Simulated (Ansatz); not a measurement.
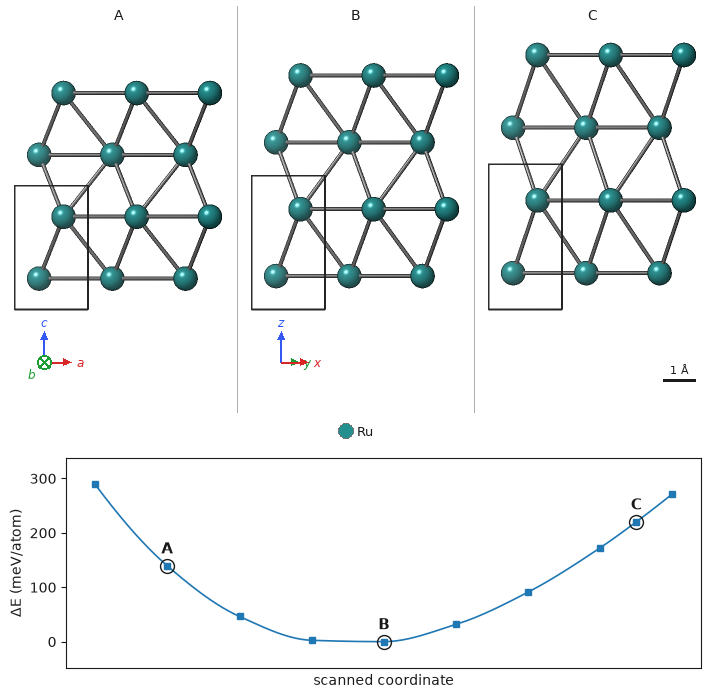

A scan of solid Ru (P6_3/mmc) along one coordinate. x, y and z are the Cartesian axes of the input. Style: ball-and-stick. Shown: the cell of the calculation, repeated 3 × 2 × 2 with one cell outlined, along the b axis.

All numbers below come from Ansatz 0.2.0, DFT PBEsol, scalar-relativistic, plane waves, PAW. Set-up: plane-wave cutoff 420 eV; k-point mesh 24 × 24 × 12; occupations gaussian; smearing width 0.15 eV; no spin polarisation. Energies (free energies at the smearing named) are counted from the cell as listed in its source, which wasn't relaxed.

> Which coordinate changes from frame to frame?

The cell is strained along z alone, with the atoms kept at their fractional coordinates. In the frames the strain is −0.075 (A), 0.00 (B), 0.0875 (C). The lowest computed point lies at the strain 0.00 (0.0 meV/atom). The unrelaxed reference is under a pressure of −6.3 GPa, which tilts the curve. The distortion keeps the space group P6_3/mmc. At the strain −0.10 the cell of the drawing goes c 4.282 → 3.854 Å.
